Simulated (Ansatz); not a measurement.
System MgI2 (space group P-3m1, No. 164); source of the atomic positions: a calculation's input that goes back to an entry of the Crystallography Open Database (an earlier step may have relaxed or displaced it).

```yaml
crystal:
  lattice:
    - [4.15370, 0.00000, 0.00000]
    - [-2.07685, 3.59721, 0.00000]
    - [0.00000, 0.00000, 6.86200]
  atoms:
    - { symbol: Mg, position: [0.00000, 0.00000, 0.00000] }
    - { symbol: I, position: [0.33333, 0.66667, 0.75763] }
    - { symbol: I, position: [0.66667, 0.33333, 0.24237] }
```

Describe how the polyhedra about Mg are linked (bonds: I–Mg below 3.3 Å).

Mg: MgI6 octahedron, sharing edges with six neighbours.

They form layers of edge-sharing octahedra parallel to (001).

Centre to centre across a shared edge: 4.15 Å.

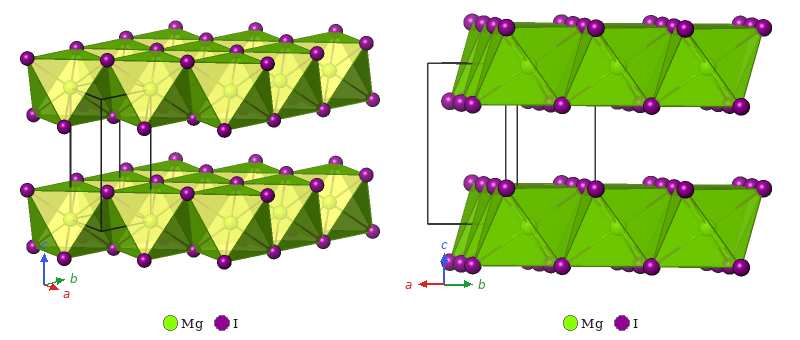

Polyhedra are drawn about Mg (bonds: I–Mg below 3.3 Å); other atoms are plain spheres. Two views of the same piece.
